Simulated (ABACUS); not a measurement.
# Er: 7 runs along one coordinate

System: Er (Fm-3m, 1 atom in the cell).
Method: Kohn-Sham DFT of a periodic cell, PBE, PseudoDojo NC SR 0.4.1 PBE standard, lanthanides 3+ (f in core), spin-polarised (ABACUS 3.10.1).

The 7 runs differ only in the geometry, by an even scaling of the cell at fixed fractional positions. The structure derives from a Materials Project entry.

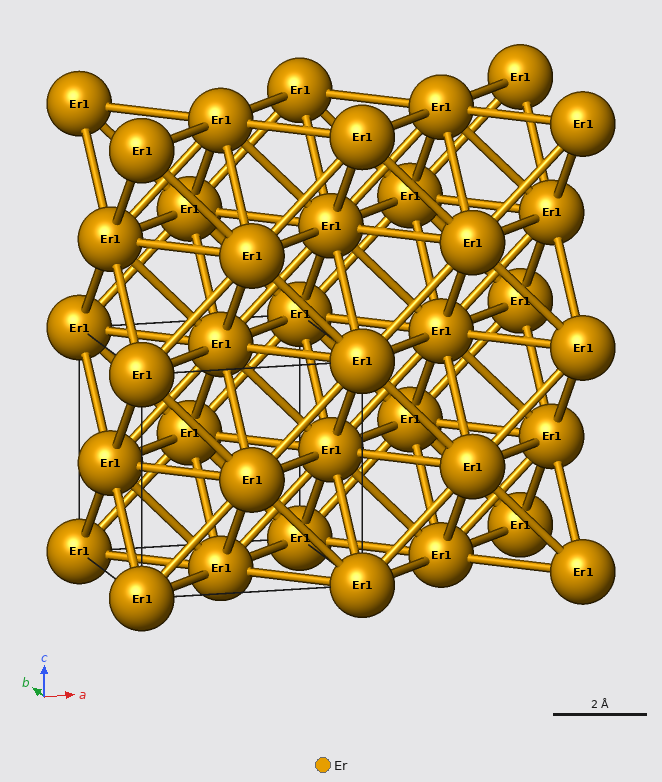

Figure 1. The structure of run 4 (ball-and-stick view of the cell 4 times as large as that of the calculation, set on its symmetry axes, repeated 2 × 1 × 2, seen slightly off an axis; atoms are numbered from 1 in the order of the input).

## Input of run 4
```
INPUT_PARAMETERS
suffix              Er
calculation         scf
basis_type          lcao
pseudo_dir          ./
orbital_dir         ./
symmetry            1
dft_functional      pbe
ecutwfc             100
pseudo_rcut         10
nspin               2
nbands              10
ks_solver           genelpa
smearing_method     fd
smearing_sigma      0.00367493
scf_thr             1e-07
scf_nmax            100
mixing_type         broyden
mixing_beta         0.4
cal_force           1
cal_stress          1
out_mul             1
```

## File STRU of run 4
```
ATOMIC_SPECIES
Er 167.2590 Er.upf

NUMERICAL_ORBITAL
Er_confined-atom_8au_3s2p2d1f.orb

LATTICE_CONSTANT
1.8897261246

LATTICE_VECTORS
0.0000000000 2.4798434248 2.4798434248
2.4798434248 0.0000000000 2.4798434248
2.4798434248 2.4798434248 0.0000000000

ATOMIC_POSITIONS
Direct

Er
0.0
1
0.0000000000 0.0000000000 0.0000000000 1 1 1 mag 0
```

## File KPT of run 4
```
K_POINTS
0
Gamma
9 9 9 0 0 0
```

Command:
```bash
OMP_NUM_THREADS=1 mpirun -np 4 abacus > log
```

Lattice vectors (Å) and fractional positions of run 4:
```
   0.000000    2.479843    2.479843
   2.479843    0.000000    2.479843
   2.479843    2.479843    0.000000
Er  0.000000  0.000000  0.000000
```

Run 5 differs from it as follows:
```diff
-0.0000000000 2.4798434248 2.4798434248
-2.4798434248 0.0000000000 2.4798434248
-2.4798434248 2.4798434248 0.0000000000
+0.0000000000 2.4962667076 2.4962667076
+2.4962667076 0.0000000000 2.4962667076
+2.4962667076 2.4962667076 0.0000000000
```

## Results, with one run withheld

| run | volume per atom (Å³) | free energy per atom, from the lowest run given (meV) | pressure (GPa) |
| --- | --- | --- | --- |
| 1 | 28.670 | 8.94 | 2.21 |
| 2 | 29.280 | 2.57 | 1.16 |
| 3 | 29.890 | 0.00 | 0.20 |
| 4 | 30.500 | 0.94 | −0.68 |
| 5 | 31.110 | ? | ? |
| 6 | 31.720 | 12.14 | −2.22 |
| 7 | 32.330 | 21.91 | −2.90 |

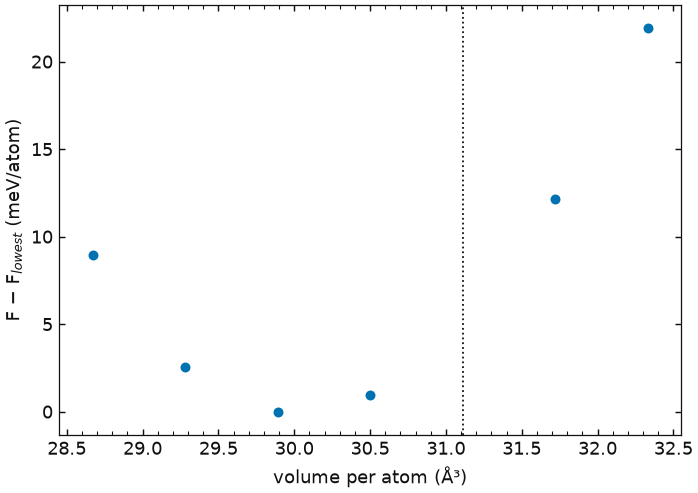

Figure 2. Free energy per atom of the runs given; the dotted line marks run 5.

Fit the runs given and predict run 5.

A cubic polynomial in V^(−2/3) (the Birch–Murnaghan form), fitted to the 6 runs given, misses them by at most 0.01 meV per atom. With x = V^(−2/3) − 0.10277 Å⁻², it reads F = 0.40772 − 1306.2 x + 8.7797e+05 x² − 3.09e+06 x³ (meV per atom). At run 5 it gives 5.07 meV per atom, and the run itself gives 5.08. The slope of the fit gives a pressure −dF/dV of −1.48 GPa there, and the run prints −1.48 GPa. The fit has its minimum at 30.025 Å³ per atom, where V d²F/dV² gives 44.3 GPa: the bulk modulus at this level, since symmetry fixes the shape and the positions.

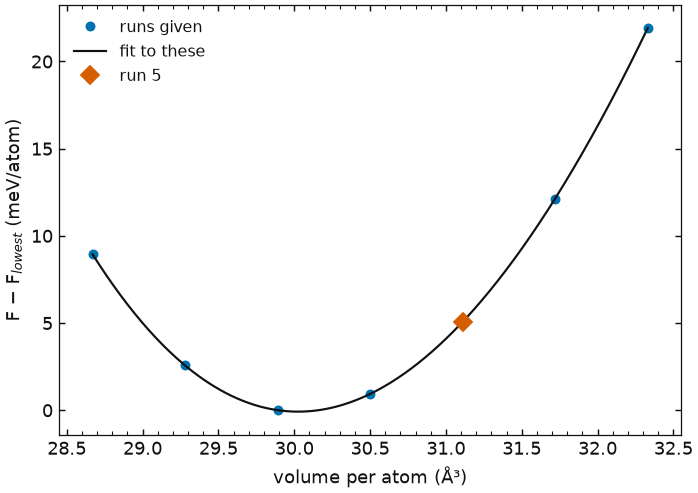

Figure 3. The fit and the withheld run.

## Some lines of the output (run 5)
```
[...]
 E_Fermi        0.7419496929         10.0947434525
 E_Fermi        0.7419774106         10.0951205715
 E_Fermi        0.7419856712         10.0952329629
 E_Fermi        0.7419895546         10.0952857986
 E_Fermi        0.7419900308         10.0952922778
 E_Fermi        0.7419898639         10.0952900068
 E_Fermi        0.7419897651         10.0952886632
 E_Fermi        0.7419897732         10.0952887727
 E_KS(sigma->0) -90.2859860347       -1228.4038596198
 E_Fermi        0.7419897718         10.0952887544
 final etot is -1228.4103081 eV
 EFERMI = 10.095288754 eV
 TOTAL-PRESSURE: -14.824399 KBAR
 !FINAL_ETOT_IS -1228.4103081187852240 eV
```

Notes: Points of doubt noted for this run: f electrons in core; home made orbitals.
